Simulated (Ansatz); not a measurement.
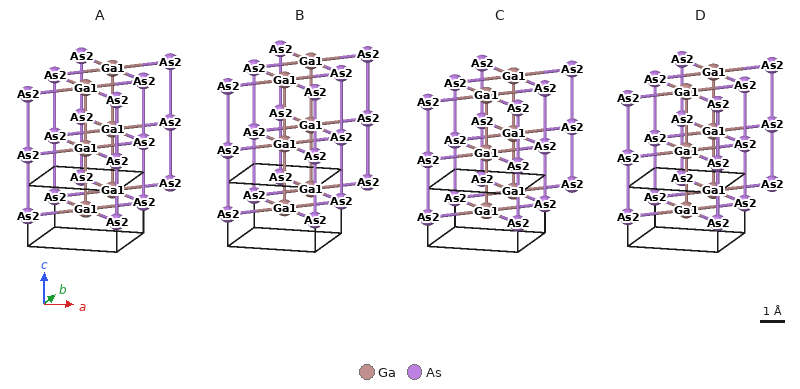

4 geometries from one relaxation of crystalline GaAs (a generated structure, set up in P4/mmm), in shuffled order. The picture is a ball-and-stick view of the cell of the calculation, repeated 1 × 2 × 3 with one cell outlined, seen slightly off an axis.

The run lets cell and atoms move.

Theory: Ansatz 0.2.0, Kohn-Sham DFT of a periodic cell, HSE06, Ansatz PAW. Set-up: plane-wave cutoff 420 eV; k-point mesh 4 × 4 × 5; occupations fermi-dirac; smearing width 0.05 eV; no spin polarisation; cell and atoms relaxed; force threshold 0.01 eV/Å; at most 40 steps.

> Put them in the order of the run, from the start to the converged end.

B, A, C, D. They are steps 0, 1, 2, 7, at +0.193 eV per cell of the calculation, +35.1 meV per cell of the calculation, +24.4 meV per cell of the calculation relative to the last. No atom moves by more than 0.005 Å relative to the cell. The volume changes by −1.6 %, with a = b 3.810 → 3.928 Å (+3.1 %), c 2.739 → 2.536 Å (−7.4 %). Some distances before and after: As2–As2 2.739 → 2.536 Å, Ga1–Ga1 2.739 → 2.536 Å, Ga1–As2 2.694 → 2.778 Å. The space group stays P4/mmm (No. 123). The energy falls by 0.193 eV per cell of the calculation in 6 accepted moves (7 points after the start). All forces vanish by symmetry, so only the cell relaxes. Pressure: −0.61 GPa at the start and −0.01 GPa at the end. The SCF was repeated once at an unchanged geometry on a basis and grid sized afresh for the cell, which shifted the energy by 0.3 meV per cell of the calculation at most.

Limits of the set-up: the k-point mesh is coarse for a cell with partly filled bands.
